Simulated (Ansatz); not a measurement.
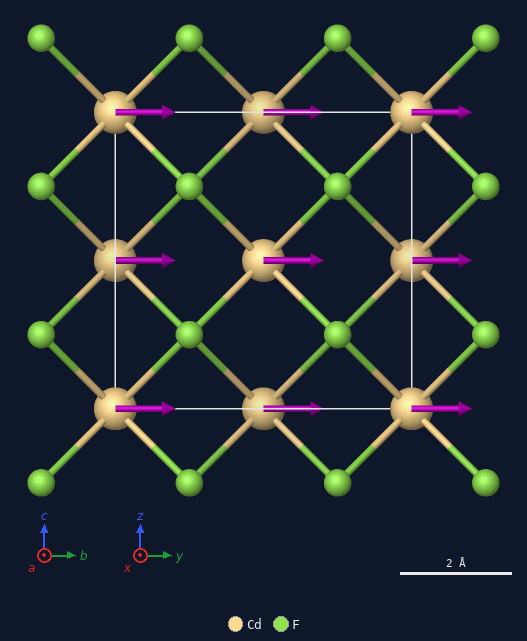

Energy scan for crystalline CdF₂ (Fm-3m), in which the whole Cd sublattice is shifted rigidly, along Cartesian [0 1 0], all else fixed. The picture shows the reference cell. The purple arrows give the direction of positive displacement. Style: ball-and-stick. Shown: the conventional cell (4 times the calculation's cell), along the a axis. Lengths and directions refer to the drawn axes.

All numbers below come from DFT r2SCAN, scalar-relativistic, plane waves, PAW (Ansatz 0.2.0). (plane-wave cutoff 500 eV; k-point mesh 8 × 8 × 8; occupations gaussian; smearing width 0.05 eV; no spin polarisation). Energies (free energies at the smearing named) are counted from the cell as listed in its source, which wasn't relaxed.

```
CELL_PARAMETERS angstrom
0.00000 2.69400 2.69400
2.69400 0.00000 2.69400
2.69400 2.69400 0.00000
ATOMIC_POSITIONS crystal
Cd 0.00000 0.00000 0.00000
F 0.25000 0.25000 0.25000
F 0.75000 0.75000 0.75000
```

> What energies does the calculation give (the displacement: −0.1000, −0.0750, −0.0500, −0.0250, 0.0000, 0.0125, 0.0250, 0.0375, 0.0500, 0.0625, 0.0750, 0.0875, 0.1000 Å)?

| displacement (Å) | ΔE (meV/cell) |
| --- | --- |
| −0.1000 | 26.4 |
| −0.0750 | 14.8 |
| −0.0500 | 6.6 |
| −0.0250 | 1.6 |
| 0.0000 | 0.0 |
| 0.0125 | 0.4 |
| 0.0250 | 1.6 |
| 0.0375 | 3.7 |
| 0.0500 | 6.6 |
| 0.0625 | 10.3 |
| 0.0750 | 14.8 |
| 0.0875 | 20.2 |
| 0.1000 | 26.4 |

Points that are alike by symmetry were computed once.

The lowest computed point lies at the displacement 0.00 Å (0.0 meV/cell). At the ends of the scan the energy is 26.4 meV/cell (−0.10 Å) and 26.4 meV/cell (0.10 Å). The curvature at zero is about 5.3 eV/Å² per cell. The well is symmetric. At the highest point the shortest interatomic distance is 2.28 Å, against 2.33 Å in the reference. The distortion takes the space group from Fm-3m to I4mm.
